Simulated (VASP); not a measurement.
**Run report: C, geometry relaxation (part 2 of 3)**

The same run, continued: C (slab, 8 atoms in the cell); Kohn-Sham DFT of a periodic cell, PBE with D3(BJ), VASP PAW PBE potentials, recommended, no spin polarisation (VASP 6.6.1); cutoff 520 eV, 12×12×1 k-mesh, Gaussian smearing of 0.05 eV. The structure derives from an entry of the Crystallography Open Database. It belongs to a series of runs on one base structure; here: the (0 0 1) slab of C, cut from the database cell, not relaxed.

Geometry of the input (Å; fractional positions):
```
2.4561  0.0000  0.0000
-1.2280  2.1270  0.0000
0.0000  0.0000  25.0946
C  0.6667  0.3333  0.2989
C  0.3333  0.6667  0.3010
C  0.3333  0.6667  0.4322
C  0.0000  0.0000  0.4344
C  0.0000  0.0000  0.5656
C  0.6667  0.3333  0.5678
C  0.6667  0.3333  0.6990
C  0.3333  0.6667  0.7011
```

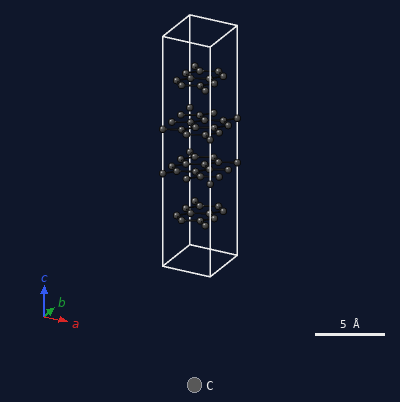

*The starting structure (ball-and-stick view of the 2 × 3 repeat of the cell, with the vacuum cut short, seen slightly off an axis).*

**Parts of OUTCAR, continued**
```
 Following reciprocal coordinates:
            Coordinates               Weight
  0.000000  0.000000  0.000000      1.000000
  0.083333 -0.000000  0.000000      6.000000
  0.166667 -0.000000  0.000000      6.000000
  0.250000 -0.000000  0.000000      6.000000
  0.333333 -0.000000  0.000000      6.000000
  0.416667 -0.000000  0.000000      6.000000
  0.500000 -0.000000  0.000000      3.000000
  0.083333  0.083333  0.000000      6.000000
  0.166667  0.083333  0.000000     12.000000
  0.250000  0.083333  0.000000     12.000000
  0.333333  0.083333  0.000000     12.000000
  0.416667  0.083333  0.000000     12.000000
  0.166667  0.166667  0.000000      6.000000
  0.250000  0.166667  0.000000     12.000000
  0.333333  0.166667  0.000000     12.000000
  0.416667  0.166667  0.000000      6.000000
  0.250000  0.250000  0.000000      6.000000
  0.333333  0.250000  0.000000     12.000000
  0.333333  0.333333  0.000000      2.000000
   k-points           NKPTS =     19   k-points in BZ     NKDIM =     19   number of bands    NBANDS=     21
   number of dos      NEDOS =    301   number of ions     NIONS =      8
   total plane-waves  NPLWV =  62208
   dimension x,y,z NGX =    18 NGY =   18 NGZ =  192
   dimension x,y,z NGXF=    36 NGYF=   36 NGZF=  384
   ions per type =               8
   NGX,Y,Z   is equivalent  to a cutoff of  12.18, 12.18, 12.72 a.u.
   NGXF,Y,Z  is equivalent  to a cutoff of  24.37, 24.37, 25.44 a.u.
 SYSTEM =  C
   PREC   = accura    normal or accurate (medium, high low for compatibility)
   ISTART =      0    job   : 0-new  1-cont  2-samecut
   ICHARG =      2    charge: 1-file 2-atom 10-const
   ISPIN  =      1    spin polarized calculation?
   LNONCOLLINEAR =      F non collinear calculations
   LSORBIT =      F    spin-orbit coupling
   LASPH  =      T    aspherical Exc in radial PAW
   ENCUT  =  520.0 eV  38.22 Ry    6.18 a.u.   4.57  4.57 46.66*2*pi/ulx,y,z
   NELM   =    100;   NELMIN=  2; NELMDL= -5     # of ELM steps
   EDIFF  = 0.1E-06   stopping-criterion for ELM
   LREAL  =      F    real-space projection
   EDIFFG = -.5E-02   stopping-criterion for IOM
   NSW    =     60    number of steps for IOM
   IBRION =      2    ionic relax: 0-MD 1-quasi-New 2-CG
   NFREE  =      1    steps in history (QN), initial steepest desc. (CG)
   ISIF   =      2    stress and relaxation
   ISYM   =      2    0-nonsym 1-usesym 2-fastsym
   POTIM  = 0.5000    time-step for ionic-motion
   TEBEG  =    0.0;   TEEND  =   0.0 temperature during run
   PSTRESS=    0.0 pullay stress
   NELECT =      32.0000    total number of electrons
   NUPDOWN=      -1.0000    fix difference up-down
   EMIN   =  10.00;   EMAX   =-10.00  energy-range for DOS
   EFERMI =   0.00;   METHOD = LEGACY
   ISMEAR =     0;   SIGMA  =   0.05  broadening in eV -4-tet -1-fermi 0-gaus
   EFERMI_NEDOS =   21; number of points for ismear=-14 and -15
   IALGO  =     38    algorithm
   IMIX   =      4    mixing-type and parameters
     AMIX     =   0.40;   BMIX     =  1.00
     AMIX_MAG =   1.60;   BMIX_MAG =  1.00
  volume/ion in A,a.u.               =      16.39       110.58
  Fermi-wavevector in a.u.,A,eV,Ry     =   1.023127  1.933429 14.242423  1.046789
  Thomas-Fermi vector in A             =   2.156844
   LORBIT       =      0    0 simple, 1 ext, 2 COOP (PROOUT), +10 PAW based schemes
   GGA     = PE    functional components
   LHFCALC =     F    Hartree Fock is set to
   AEXX    =    0.0000 exact exchange contribution
   IVDW    =    12    specifies the selected vdW correction
   LEPSILON=     F    determine dielectric tensor
   LRPA    =     F    only Hartree local field effects (RPA)
 conjugate gradient relaxation of ions
 non-spin polarized calculation
 Gauss-broadening in eV      SIGMA  =   0.05
  energy-cutoff  :      520.00
  volume of cell :      131.09
 maximum number of plane-waves:      3587
   NGX =  9   NGY =  9   NGZ = 93

--------------------------------------- Ionic step        1  -------------------------------------------

 number of electron      31.9999991 magnetization

 Free energy of the ion-electron system (eV)
  ---------------------------------------------------
  ext. energy  EPLUGINS =         0.00000000
  ---------------------------------------------------
  free energy    TOTEN  =       -73.60716738 eV

  energy without entropy =      -73.60638378  energy(sigma->0) =      -73.60677558

------------------------ aborting loop because EDIFF is reached ----------------------------------------

 Edisp (eV)   -1.10543

 E8    (eV) :    -0.3217

  FORCE on cell =-STRESS in cart. coord.  units (eV):
  Direction    XX          YY          ZZ          XY          YZ          ZX
  --------------------------------------------------------------------------------------
  -------------------------------------------------------------------------------------
  Total       2.46934     2.46934    -0.21120    -0.00000     0.00000     0.00000
  in kB      30.17901    30.17901    -2.58119    -0.00000     0.00000     0.00000
  external pressure =       19.26 kB  Pullay stress =        0.00 kB

 VOLUME and BASIS-vectors are now :
 -----------------------------------------------------------------------------
  energy-cutoff  :      520.00
  volume of cell :      131.09
      direct lattice vectors                 reciprocal lattice vectors
     2.456052693  0.000000000  0.000000000     0.407157388  0.235072428  0.000000000
    -1.228026347  2.127004025  0.000000000     0.000000000  0.470144855  0.000000000
     0.000000000  0.000000000 25.094584692     0.000000000  0.000000000  0.039849235

 POSITION                                       TOTAL-FORCE (eV/Angst)
 -----------------------------------------------------------------------------------
      1.22803      0.70900      7.50000         0.000000      0.000000      0.873642
     -0.00000      1.41800      7.55355         0.000000      0.000000     -0.877134
     -0.00000      1.41800     10.84701        -0.000000      0.000000      0.857108
      0.00000      0.00000     10.90056         0.000000     -0.000000     -0.853062
      0.00000      0.00000     14.19402         0.000000     -0.000000      0.853061
      1.22803      0.70900     14.24757        -0.000000     -0.000000     -0.857110
      1.22803      0.70900     17.54103        -0.000000      0.000000      0.877134
     -0.00000      1.41800     17.59458        -0.000000      0.000000     -0.873639
 -----------------------------------------------------------------------------------
    total drift:                                0.000000     -0.000000      0.000025

  FREE ENERGIE OF THE ION-ELECTRON SYSTEM (eV)
  ---------------------------------------------------
  free  energy   TOTEN  =       -74.7126020552 eV

  energy  without entropy=      -74.7118184586  energy(sigma->0) =      -74.71221026

--------------------------------------- Ionic step        2  -------------------------------------------

 number of electron      31.9999991 magnetization

------------------------ aborting loop because EDIFF is reached ----------------------------------------

 Edisp (eV)   -1.10544

 E8    (eV) :    -0.3217

  FORCE on cell =-STRESS in cart. coord.  units (eV):
  Direction    XX          YY          ZZ          XY          YZ          ZX
  --------------------------------------------------------------------------------------
  -------------------------------------------------------------------------------------
  Total       2.46981     2.46981    -0.11746    -0.00000     0.00000     0.00000
  in kB      30.18484    30.18484    -1.43556    -0.00000     0.00000     0.00000
  external pressure =       19.64 kB  Pullay stress =        0.00 kB

 VOLUME and BASIS-vectors are now :
 -----------------------------------------------------------------------------
  energy-cutoff  :      520.00
  volume of cell :      131.09
      direct lattice vectors                 reciprocal lattice vectors
     2.456052693  0.000000000  0.000000000     0.407157388  0.235072428  0.000000000
    -1.228026347  2.127004025  0.000000000     0.000000000  0.470144855  0.000000000
     0.000000000  0.000000000 25.094584692     0.000000000  0.000000000  0.039849235

 POSITION                                       TOTAL-FORCE (eV/Angst)
 -----------------------------------------------------------------------------------
      1.22803      0.70900      7.50000         0.000000      0.000000      0.873656
     -0.00000      1.41800      7.55355        -0.000000      0.000000     -0.877141
     -0.00000      1.41800     10.84701         0.000000     -0.000000      0.859938
      0.00000      0.00000     10.90056         0.000000     -0.000000     -0.859252
      1.22803      2.12700     14.23518         0.000000      0.000000     -0.511092
      1.22803      0.70900     14.20622        -0.000000      0.000000      0.504806
      1.22803      0.70900     17.58335        -0.000000     -0.000000     -0.521985
     -0.00000      1.41800     17.55244        -0.000000      0.000000      0.531070
 -----------------------------------------------------------------------------------
    total drift:                                0.000000      0.000000     -0.000392

  FREE ENERGIE OF THE ION-ELECTRON SYSTEM (eV)
  ---------------------------------------------------
  free  energy   TOTEN  =       -74.7416752898 eV

  energy  without entropy=      -74.7408919285  energy(sigma->0) =      -74.74128361

--------------------------------------- Ionic step        3  -------------------------------------------

 number of electron      31.9999991 magnetization

------------------------ aborting loop because EDIFF is reached ----------------------------------------

 Edisp (eV)   -1.10541

 E8    (eV) :    -0.3217

  FORCE on cell =-STRESS in cart. coord.  units (eV):
  Direction    XX          YY          ZZ          XY          YZ          ZX
  --------------------------------------------------------------------------------------
  -------------------------------------------------------------------------------------
  Total       2.47458     2.47458    -0.10252    -0.00000     0.00000    -0.00000
  in kB      30.24313    30.24313    -1.25296    -0.00000     0.00000    -0.00000
  external pressure =       19.74 kB  Pullay stress =        0.00 kB

 VOLUME and BASIS-vectors are now :
 -----------------------------------------------------------------------------
  energy-cutoff  :      520.00
  volume of cell :      131.09
      direct lattice vectors                 reciprocal lattice vectors
     2.456052693  0.000000000  0.000000000     0.407157388  0.235072428  0.000000000
    -1.228026347  2.127004025  0.000000000     0.000000000  0.470144855  0.000000000
     0.000000000  0.000000000 25.094584692     0.000000000  0.000000000  0.039849235

 POSITION                                       TOTAL-FORCE (eV/Angst)
 -----------------------------------------------------------------------------------
      1.22803      0.70900      7.50000        -0.000000     -0.000000      0.873564
     -0.00000      1.41800      7.55355         0.000000      0.000000     -0.877174
     -0.00000      1.41800     10.84701         0.000000     -0.000000      0.859043
      0.00000      0.00000     10.90056         0.000000     -0.000000     -0.857033
      0.00000      0.00000     14.21978        -0.000000     -0.000000     -0.000567
      1.22803      0.70900     14.22170         0.000000      0.000000     -0.005119
      1.22803      0.70900     17.56752        -0.000000     -0.000000      0.001842
     -0.00000      1.41800     17.56821        -0.000000     -0.000000      0.005443
 -----------------------------------------------------------------------------------
    total drift:                                0.000000      0.000000     -0.000174

  FREE ENERGIE OF THE ION-ELECTRON SYSTEM (eV)
  ---------------------------------------------------
  free  energy   TOTEN  =       -74.7578263535 eV

  energy  without entropy=      -74.7570428337  energy(sigma->0) =      -74.75743459

--------------------------------------- Ionic step        4  -------------------------------------------

 number of electron      31.9999991 magnetization

------------------------ aborting loop because EDIFF is reached ----------------------------------------

 Edisp (eV)   -1.10541

 E8    (eV) :    -0.3217

  FORCE on cell =-STRESS in cart. coord.  units (eV):
  Direction    XX          YY          ZZ          XY          YZ          ZX
  --------------------------------------------------------------------------------------
  -------------------------------------------------------------------------------------
  Total       2.47504     2.47504    -0.09780    -0.00000     0.00000     0.00000
  in kB      30.24873    30.24873    -1.19531    -0.00000     0.00000     0.00000
  external pressure =       19.77 kB  Pullay stress =        0.00 kB

 VOLUME and BASIS-vectors are now :
 -----------------------------------------------------------------------------
  energy-cutoff  :      520.00
  volume of cell :      131.09
      direct lattice vectors                 reciprocal lattice vectors
     2.456052693  0.000000000  0.000000000     0.407157388  0.235072428  0.000000000
    -1.228026347  2.127004025  0.000000000     0.000000000  0.470144855  0.000000000
     0.000000000  0.000000000 25.094584692     0.000000000  0.000000000  0.039849235

 POSITION                                       TOTAL-FORCE (eV/Angst)
 -----------------------------------------------------------------------------------
      1.22803      0.70900      7.50000        -0.000000     -0.000000      0.873670
     -0.00000      1.41800      7.55355        -0.000000      0.000000     -0.877140
     -0.00000      1.41800     10.84701        -0.000000      0.000000      0.859036
      0.00000      0.00000     10.90056        -0.000000      0.000000     -0.857145
      1.22803      2.12700     14.22029         0.000000     -0.000000     -0.017673
      1.22803      0.70900     14.22118         0.000000     -0.000000      0.011909
      1.22803      0.70900     17.56805         0.000000      0.000000     -0.015749
     -0.00000      1.41800     17.56768         0.000000      0.000000      0.023092
 -----------------------------------------------------------------------------------
    total drift:                                0.000000      0.000000     -0.000395

  FREE ENERGIE OF THE ION-ELECTRON SYSTEM (eV)
  ---------------------------------------------------
  free  energy   TOTEN  =       -74.7578086245 eV

  energy  without entropy=      -74.7570251294  energy(sigma->0) =      -74.75741688

 dipolmoment           0.000000      0.000000      0.000009 electrons x Angstroem

--------------------------------------- Ionic step        5  -------------------------------------------

 number of electron      31.9999991 magnetization
```
